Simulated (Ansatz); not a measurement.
Start from this file.

```
CELL_PARAMETERS angstrom
2.96468 -2.96468 -0.00001
2.96468 2.96468 -0.00001
-2.08561 0.00000 22.16129
ATOMIC_POSITIONS crystal
Pb 0.73732 0.71713 0.43524
Pb 0.28287 0.26268 0.56476
S 0.24081 0.22040 0.44488
S 0.77960 0.75919 0.55512
```

**Before looking at a picture, describe the arrangement of atoms.**

The formula is PbS. The cell has 4 atoms, namely 2 Pb, 2 S. The polyhedra are PbS5 square pyramids; they share corners and edges. Each Pb has five S in a distorted square pyramidal arrangement at 2.66 to 2.97 Å. The S atoms are each bonded to five Pb in a distorted square pyramidal arrangement at 2.66 to 2.97 Å. The bonds build PbS layers parallel to (001).

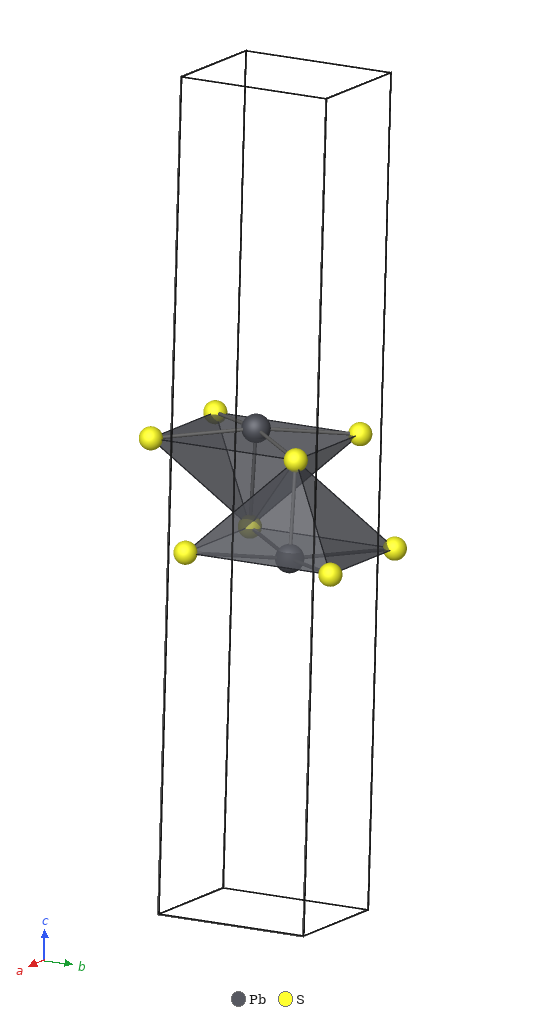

Structure drawing (polyhedral), viewed slightly off an axis. One simulation cell is outlined, and atoms on its boundary appear in each equivalent place. Some atoms of the next cells are drawn as well.

Starting structure: a structure listed in the Materials Project. Earlier steps of the study may have refined or changed the cell and positions. It was set up as input for a calculation with Ansatz.
